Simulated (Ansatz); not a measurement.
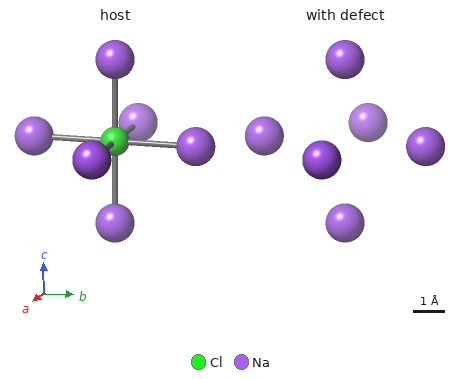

Left: perfect NaCl. Right: the same region with one point defect, after relaxing the atoms in a supercell of 64 sites. The picture is a ball-and-stick view of the atoms within 3.8 Å of one point, seen slightly off an axis.

All numbers below come from DFT, PBEsol, PAW, plane waves (Ansatz). Settings: plane-wave cutoff 420 eV; k-point mesh 1 × 1 × 1; mesh shifted by (0.25, 0.25, 0.25); collinear spin. Fermi-Dirac smearing of 0.01 eV. The axes drawn are those of the host's conventional cell.

**What kind of defect was made?**

A chlorine atom is taken out (a vacancy).

The charge state of the cell is 0.

**What does the relaxation do around it?**

Around the empty Cl site the host had 6 Na at 2.80 Å; after relaxation the nearest atoms are 6 Na at 2.80 Å. Of the host's atoms, a sodium atom moves furthest from its site, by 0.00 Å. The cell's net moment is 1.00 μB.
